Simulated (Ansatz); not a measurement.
**C₉H: geometry relaxation (part 3 of 3)**

C₉H (slab, 10 atoms in the cell); DFT PBE+D3(BJ), scalar-relativistic, plane waves, PAW, no spin polarisation (Ansatz 0.2.0); cutoff 420 eV, 12×12×1 k-mesh, Gaussian smearing of 0.1 eV. The structure derives from an entry of the Crystallography Open Database. The input holds or restrains some coordinates. Forces given for the steps count only the free coordinates. It belongs to a series of runs on one base structure; here: CH put at a top C site.

Geometry of the input (Å; fractional positions):
```
2.4650  0.0000  0.0000
-1.2325  2.1347  0.0000
0.0000  0.0000  30.2077
C  0.0000  0.0000  0.2814
C  0.6667  0.3333  0.2814
C  0.0000  0.0000  0.3929
C  0.3333  0.6667  0.3929
C  0.0000  0.0000  0.5045
C  0.6667  0.3333  0.5045
C  0.0000  0.0000  0.6160
C  0.3333  0.6667  0.6160
C  0.0000  0.0000  0.6663
H  0.0000  0.0000  0.7027
```

Trajectory as extended XYZ (Å, eV, eV/Å), 13 frames, from step=1 to step=13
```
10
Lattice="2.4650 0.0000 0.0000 -1.2325 2.1347 0.0000 0.0000 0.0000 30.2077" Properties=species:S:1:pos:R:3:forces:R:3 step=1 energy=-2269.25663
C     0.0000    0.0000    8.5000    0.0000   0.0000   0.0116
C     1.2325    0.7116    8.5000    0.0000   0.0000  -0.0118
C     0.0000    0.0000   11.8692    0.0000   0.0000  -0.0069
C     0.0000    1.4232   11.8692    0.0000   0.0000   0.0079
C     0.0000    0.0000   15.2384    0.0000   0.0000   0.0000
C     1.2325    0.7116   15.2384    0.0000   0.0000   0.0343
C     0.0000    0.0000   18.6076    0.0000   0.0000   1.3998
C     0.0000    1.4232   18.6076    0.0000   0.0000  -4.0698
C     0.0000    0.0000   20.1276    0.0000   0.0000   2.3461
H     0.0000    0.0000   21.2277    0.0000   0.0000   0.2892
10
Lattice="2.4650 0.0000 0.0000 -1.2325 2.1347 0.0000 0.0000 0.0000 30.2077" Properties=species:S:1:pos:R:3:forces:R:3 step=2 energy=-2269.70690
C     0.0000    0.0000    8.5000    0.0000   0.0000   0.0102
C     1.2325    0.7116    8.5000    0.0000   0.0000  -0.0126
C     0.0000    0.0000   11.8692    0.0000   0.0000   0.0149
C     0.0000    1.4232   11.8692    0.0000   0.0000   0.0281
C     0.0000    0.0000   15.4095    0.0000   0.0000  -0.0832
C     1.2325    0.7116   15.4108    0.0000   0.0000  -0.0723
C     0.0000    0.0000   18.5302    0.0000   0.0000   1.4221
C     0.0000    1.4232   18.4285    0.0000   0.0000  -3.6702
C     0.0000    0.0000   20.0790    0.0000   0.0000   2.1658
H     0.0000    0.0000   21.1855    0.0000   0.0000   0.1949
10
Lattice="2.4650 0.0000 0.0000 -1.2325 2.1347 0.0000 0.0000 0.0000 30.2077" Properties=species:S:1:pos:R:3:forces:R:3 step=3 energy=-2270.36083
C     0.0000    0.0000    8.5000    0.0000   0.0000   0.0092
C     1.2325    0.7116    8.5000    0.0000   0.0000  -0.0114
C     0.0000    0.0000   11.8692    0.0000   0.0000   0.0072
C     0.0000    1.4232   11.8692    0.0000   0.0000   0.0094
C     0.0000    0.0000   15.2900    0.0000   0.0000  -0.0212
C     1.2325    0.7116   15.2945    0.0000   0.0000  -0.1194
C     0.0000    0.0000   18.6101    0.0000   0.0000   0.2530
C     0.0000    1.4232   18.3207    0.0000   0.0000  -0.6635
C     0.0000    0.0000   20.2749    0.0000   0.0000   0.5413
H     0.0000    0.0000   21.3855    0.0000   0.0000  -0.0053
10
Lattice="2.4650 0.0000 0.0000 -1.2325 2.1347 0.0000 0.0000 0.0000 30.2077" Properties=species:S:1:pos:R:3:forces:R:3 step=4 energy=-2270.41989
C     0.0000    0.0000    8.5000    0.0000   0.0000   0.0075
C     1.2325    0.7116    8.5000    0.0000   0.0000  -0.0117
C     0.0000    0.0000   11.8692    0.0000   0.0000  -0.0102
C     0.0000    1.4232   11.8692    0.0000   0.0000  -0.0173
C     0.0000    0.0000   15.1618    0.0000   0.0000  -0.0653
C     1.2325    0.7116   15.1589    0.0000   0.0000   0.0669
C     0.0000    0.0000   18.6879    0.0000   0.0000  -0.5814
C     0.0000    1.4232   18.3988    0.0000   0.0000   0.2942
C     0.0000    0.0000   20.4749    0.0000   0.0000   0.0987
H     0.0000    0.0000   21.5802    0.0000   0.0000   0.2195
10
Lattice="2.4650 0.0000 0.0000 -1.2325 2.1347 0.0000 0.0000 0.0000 30.2077" Properties=species:S:1:pos:R:3:forces:R:3 step=5 energy=-2270.49676
C     0.0000    0.0000    8.5000    0.0000   0.0000   0.0065
C     1.2325    0.7116    8.5000    0.0000   0.0000  -0.0112
C     0.0000    0.0000   11.8692    0.0000   0.0000  -0.0344
C     0.0000    1.4232   11.8692    0.0000   0.0000  -0.0515
C     0.0000    0.0000   15.0581    0.0000   0.0000  -0.1285
C     1.2325    0.7116   15.0480    0.0000   0.0000   0.2426
C     0.0000    0.0000   18.7260    0.0000   0.0000  -1.0931
C     0.0000    1.4232   18.4921    0.0000   0.0000   0.5799
C     0.0000    0.0000   20.6719    0.0000   0.0000  -0.0063
H     0.0000    0.0000   21.7713    0.0000   0.0000   0.4950
10
Lattice="2.4650 0.0000 0.0000 -1.2325 2.1347 0.0000 0.0000 0.0000 30.2077" Properties=species:S:1:pos:R:3:forces:R:3 step=6 energy=-2270.71328
C     0.0000    0.0000    8.5000    0.0000   0.0000   0.0063
C     1.2325    0.7116    8.5000    0.0000   0.0000  -0.0106
C     0.0000    0.0000   11.8692    0.0000   0.0000  -0.0526
C     0.0000    1.4232   11.8692    0.0000   0.0000  -0.0761
C     0.0000    0.0000   15.0011    0.0000   0.0000  -0.1692
C     1.2325    0.7116   14.9867    0.0000   0.0000   0.3489
C     0.0000    0.0000   18.7094    0.0000   0.0000  -1.4563
C     0.0000    1.4232   18.5627    0.0000   0.0000   0.3926
C     0.0000    0.0000   20.8673    0.0000   0.0000   0.2337
H     0.0000    0.0000   21.9614    0.0000   0.0000   0.7836
10
Lattice="2.4650 0.0000 0.0000 -1.2325 2.1347 0.0000 0.0000 0.0000 30.2077" Properties=species:S:1:pos:R:3:forces:R:3 step=7 energy=-2270.97572
C     0.0000    0.0000    8.5000    0.0000   0.0000   0.0060
C     1.2325    0.7116    8.5000    0.0000   0.0000  -0.0104
C     0.0000    0.0000   11.8692    0.0000   0.0000  -0.0656
C     0.0000    1.4232   11.8692    0.0000   0.0000  -0.0936
C     0.0000    0.0000   14.9645    0.0000   0.0000  -0.1811
C     1.2325    0.7116   14.9484    0.0000   0.0000   0.3932
C     0.0000    0.0000   18.6203    0.0000   0.0000  -0.5306
C     0.0000    1.4232   18.5793    0.0000   0.0000  -0.2674
C     0.0000    0.0000   21.0659    0.0000   0.0000  -0.2410
H     0.0000    0.0000   22.1551    0.0000   0.0000   0.9910
10
Lattice="2.4650 0.0000 0.0000 -1.2325 2.1347 0.0000 0.0000 0.0000 30.2077" Properties=species:S:1:pos:R:3:forces:R:3 step=8 energy=-2271.16000
C     0.0000    0.0000    8.5000    0.0000   0.0000   0.0064
C     1.2325    0.7116    8.5000    0.0000   0.0000  -0.0112
C     0.0000    0.0000   11.8692    0.0000   0.0000  -0.0405
C     0.0000    1.4232   11.8692    0.0000   0.0000  -0.0606
C     0.0000    0.0000   15.0331    0.0000   0.0000  -0.0577
C     1.2325    0.7116   15.0263    0.0000   0.0000   0.1799
C     0.0000    0.0000   18.4517    0.0000   0.0000   0.2197
C     0.0000    1.4232   18.4648    0.0000   0.0000  -0.5029
C     0.0000    0.0000   21.2631    0.0000   0.0000  -0.6797
H     0.0000    0.0000   22.3539    0.0000   0.0000   0.9485
10
Lattice="2.4650 0.0000 0.0000 -1.2325 2.1347 0.0000 0.0000 0.0000 30.2077" Properties=species:S:1:pos:R:3:forces:R:3 step=9 energy=-2271.20264
C     0.0000    0.0000    8.5000    0.0000   0.0000   0.0068
C     1.2325    0.7116    8.5000    0.0000   0.0000  -0.0118
C     0.0000    0.0000   11.8692    0.0000   0.0000  -0.0233
C     0.0000    1.4232   11.8692    0.0000   0.0000  -0.0381
C     0.0000    0.0000   15.0898    0.0000   0.0000   0.0371
C     1.2325    0.7116   15.0907    0.0000   0.0000   0.0021
C     0.0000    0.0000   18.4068    0.0000   0.0000  -0.4440
C     0.0000    1.4232   18.3769    0.0000   0.0000   0.4004
C     0.0000    0.0000   21.4121    0.0000   0.0000  -0.6978
H     0.0000    0.0000   22.5084    0.0000   0.0000   0.7690
10
Lattice="2.4650 0.0000 0.0000 -1.2325 2.1347 0.0000 0.0000 0.0000 30.2077" Properties=species:S:1:pos:R:3:forces:R:3 step=10 energy=-2271.22472
C     0.0000    0.0000    8.5000    0.0000   0.0000   0.0079
C     1.2325    0.7116    8.5000    0.0000   0.0000  -0.0114
C     0.0000    0.0000   11.8692    0.0000   0.0000  -0.0136
C     0.0000    1.4232   11.8692    0.0000   0.0000  -0.0232
C     0.0000    0.0000   15.1378    0.0000   0.0000   0.0088
C     1.2325    0.7116   15.1376    0.0000   0.0000   0.0006
C     0.0000    0.0000   18.4313    0.0000   0.0000   0.0000
C     0.0000    1.4232   18.4285    0.0000   0.0000  -0.0041
C     0.0000    0.0000   21.5345    0.0000   0.0000   0.0725
H     0.0000    0.0000   22.6583    0.0000   0.0000  -0.0365
10
Lattice="2.4650 0.0000 0.0000 -1.2325 2.1347 0.0000 0.0000 0.0000 30.2077" Properties=species:S:1:pos:R:3:forces:R:3 step=11 energy=-2271.22748
C     0.0000    0.0000    8.5000    0.0000   0.0000   0.0080
C     1.2325    0.7116    8.5000    0.0000   0.0000  -0.0116
C     0.0000    0.0000   11.8692    0.0000   0.0000  -0.0083
C     0.0000    1.4232   11.8692    0.0000   0.0000  -0.0151
C     0.0000    0.0000   15.1668    0.0000   0.0000   0.0020
C     1.2325    0.7116   15.1663    0.0000   0.0000   0.0059
C     0.0000    0.0000   18.4891    0.0000   0.0000  -0.0018
C     0.0000    1.4232   18.4864    0.0000   0.0000   0.0013
C     0.0000    0.0000   21.6297    0.0000   0.0000   0.0157
H     0.0000    0.0000   22.7521    0.0000   0.0000   0.0039
10
Lattice="2.4650 0.0000 0.0000 -1.2325 2.1347 0.0000 0.0000 0.0000 30.2077" Properties=species:S:1:pos:R:3:forces:R:3 step=12 energy=-2271.22932
C     0.0000    0.0000    8.5000    0.0000   0.0000   0.0085
C     1.2325    0.7116    8.5000    0.0000   0.0000  -0.0117
C     0.0000    0.0000   11.8692    0.0000   0.0000  -0.0009
C     0.0000    1.4232   11.8692    0.0000   0.0000  -0.0033
C     0.0000    0.0000   15.2176    0.0000   0.0000  -0.0083
C     1.2325    0.7116   15.2168    0.0000   0.0000   0.0106
C     0.0000    0.0000   18.5779    0.0000   0.0000   0.0062
C     0.0000    1.4232   18.5761    0.0000   0.0000  -0.0023
C     0.0000    0.0000   21.7703    0.0000   0.0000  -0.0083
H     0.0000    0.0000   22.8926    0.0000   0.0000   0.0095
10
Lattice="2.4650 0.0000 0.0000 -1.2325 2.1347 0.0000 0.0000 0.0000 30.2077" Properties=species:S:1:pos:R:3:forces:R:3 step=13 energy=-2271.22944
C     0.0000    0.0000    8.5000    0.0000   0.0000   0.0086
C     1.2325    0.7116    8.5000    0.0000   0.0000  -0.0118
C     0.0000    0.0000   11.8692    0.0000   0.0000   0.0013
C     0.0000    1.4232   11.8692    0.0000   0.0000   0.0003
C     0.0000    0.0000   15.2350    0.0000   0.0000  -0.0035
C     1.2325    0.7116   15.2345    0.0000   0.0000   0.0042
C     0.0000    0.0000   18.6084    0.0000   0.0000  -0.0040
C     0.0000    1.4232   18.6060    0.0000   0.0000   0.0058
C     0.0000    0.0000   21.8071    0.0000   0.0000   0.0021
H     0.0000    0.0000   22.9298    0.0000   0.0000  -0.0030
```

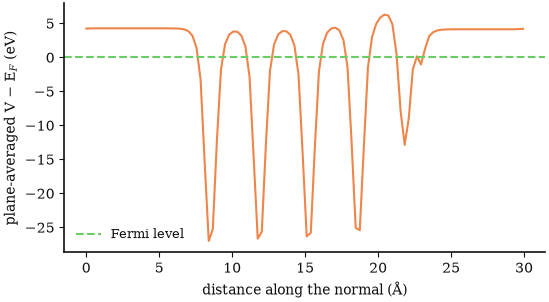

Fig. 1: Plane average of the electrostatic potential energy of an electron across the cell, from the Fermi level. The vacuum level lies 4.14 eV above the Fermi level on the upper side and 4.27 eV on the lower.

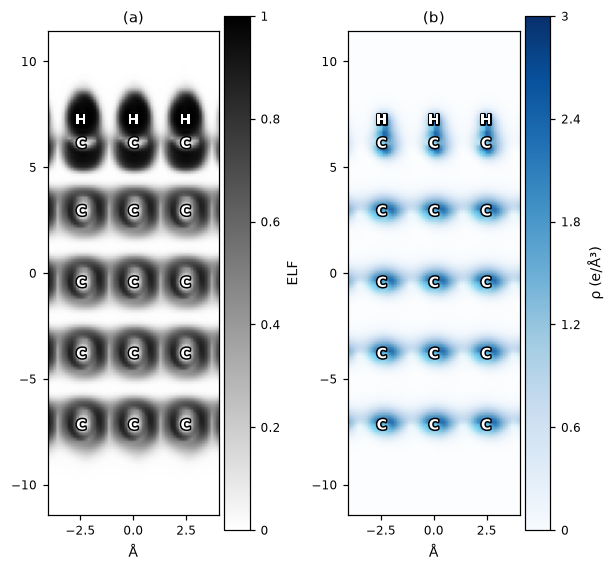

Fig. 2: (a) electron localisation function; (b) valence electron density on the (11̄0) plane of the calculation cell, a cut from vacuum to vacuum. The section cuts through C and H sites. C–H (1.12 Å): ρ is about 2 e/Å³ halfway; the ELF is about 1 at the midpoint (a covalent bond by its length). The density dies away to nearly zero in the vacuum. Core electrons are frozen (PAW), so the fields are smoothed inside the atomic spheres.

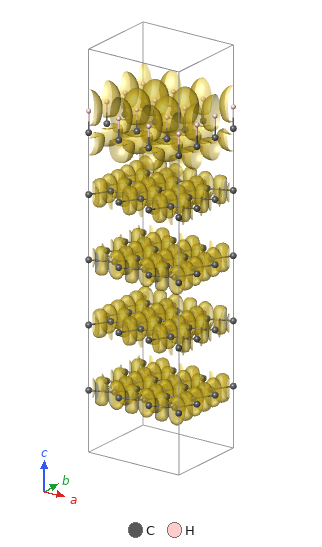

Fig. 3: Isosurface of the ELF at 0.75 (yellow), seen slightly off an axis. Core shells and regions of very low density are left out. Sticks mark near contacts.

Results in brief

| quantity | value |
| --- | --- |
| outcome | converged under the restraints of the input |
| electrons treated | 37 |
| free energy | −2271.2294 eV |
| work function, top face | 4.14 eV |
| work function, bottom face | 4.27 eV |
| Fermi energy | 1.265 eV |
| gap on the k-point mesh | none (metallic) |
| final volume | 158.96 Å³ |
| work function (upper face) | 4.14 eV |
| largest force (length of the vector) at the end, held atoms and coordinates included | 0.012 eV/Å |
| wall time | 57 s (CPU time 1.9 min) |
| peak memory | 0.45 GiB |

Notes on the run: the exchange-correlation potential is rough where the density is thin.
